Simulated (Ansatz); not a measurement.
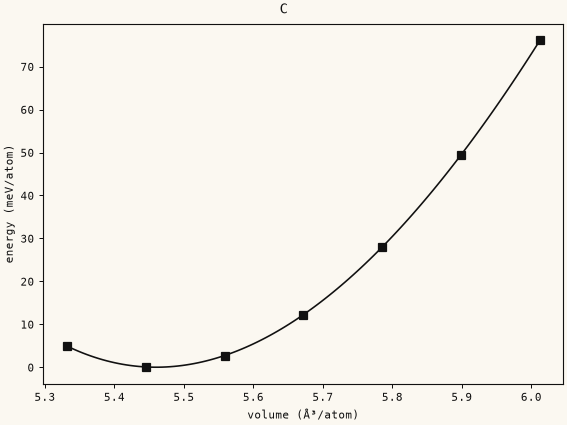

Plotted: energy against volume for C, space group Fd-3m (No. 227).

The given structure:
```
C
1.0
     0.00000    1.78337    1.78337
     1.78337    0.00000    1.78337
     1.78337    1.78337    0.00000
C
2
Direct
  0.75000 0.75000 0.75000
  0.50000 0.50000 0.50000
```

How it was computed, with Ansatz 0.2.0: plane-wave DFT, no spin polarisation; energies at scaled volumes of the given cell, shape and fractions fixed, counted from the fit's minimum, third-order Birch-Murnaghan fit. Level: r2SCAN50.

- k mesh: 7×7×7
- occupations: Fermi–Dirac
- smearing width: 0.05 eV
- potentials: Ansatz PAW
- wave cutoff: 500 eV
- density cutoff: 2000 eV

From this curve and the settings, what does the calculation give for the pressure at the same points?

The pressure falls from 12.56 GPa at volume 5.3315 Å³/atom to −41.04 GPa at 6.0122 Å³/atom, and changes sign near 5.46 Å³/atom.

```json
{"volume (Å³/atom)": "5.3315", "pressure (GPa)": "12.56"}
{"volume (Å³/atom)": "5.4450", "pressure (GPa)": "1.41"}
{"volume (Å³/atom)": "5.5584", "pressure (GPa)": "-8.75"}
{"volume (Å³/atom)": "5.6718", "pressure (GPa)": "-17.99"}
{"volume (Å³/atom)": "5.7853", "pressure (GPa)": "-26.40"}
{"volume (Å³/atom)": "5.8987", "pressure (GPa)": "-34.07"}
{"volume (Å³/atom)": "6.0122", "pressure (GPa)": "-41.04"}
```

Note: coarse k mesh.
